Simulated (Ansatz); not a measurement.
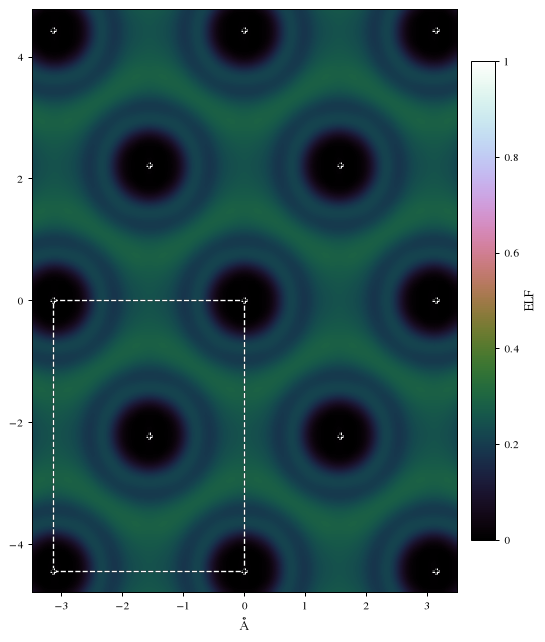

The electron localisation function on a plane through atoms (crosses mark nuclei in the plane).

The calculation used Kohn-Sham DFT of a periodic cell, LDA, JTH PAW LDA (Ansatz 0.2.0).

Candidates:
A. Zn, a = 3.14 Å, b = 3.14 Å, c = 3.14 Å, α = 90.00°, β = 90.00°, γ = 90.00°. Space group Im-3m; a structure from a database of computed crystals, not necessarily the ambient phase; computed pressure about −8 GPa in this cell.
B. Pb, a = 5.02 Å, b = 5.02 Å, c = 5.02 Å, α = 90.00°, β = 90.00°, γ = 90.00°. Space group Fm-3m; computed pressure about −4 GPa in this cell.

### Which system is this?

Candidate A: Zn on the (101) plane of the conventional cell, which holds Zn. Zn–Zn (2.72 Å): the ELF is about 0.30 at the midpoint; no localised pair shows between them.
